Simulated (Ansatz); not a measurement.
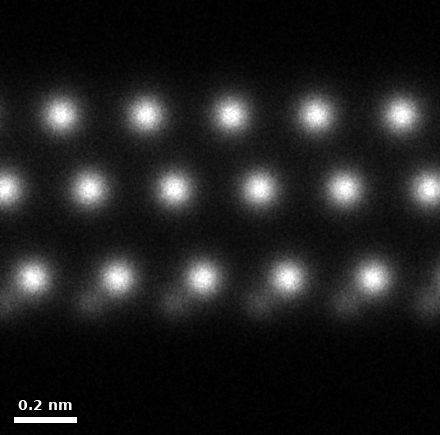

Cross-section of a (111) slab of Hf (Fm-3m) with overall composition Hf3N, seen along a direction in its plane, the normal pointing up. Simulated as the projected potential of neutral atoms (B = 0.3 Å²) blurred by a 0.63 Å probe, the thin-sample limit of integrated differential phase contrast. Shot noise was added. Structure used: the end point of a relaxation in a fixed cell under constraints with DFT PBEsol, scalar-relativistic, plane waves, PAW (Ansatz 0.2.0).

> How many atomic planes does the slab have, and what do they hold from top to bottom?

4 planes (atoms within 0.35 Å in height count as one plane):

```
plane  content  depth below the top plane (Å)
    1       Hf                            0.0
    2       Hf                            2.4
    3       Hf                            5.2
    4        N                            6.0
```

> How thick is it, and how does it end on either side?

The outermost planes are 6.0 Å apart. The upper face ends in Hf and the lower in N, so the sequence of planes is different from the two sides.
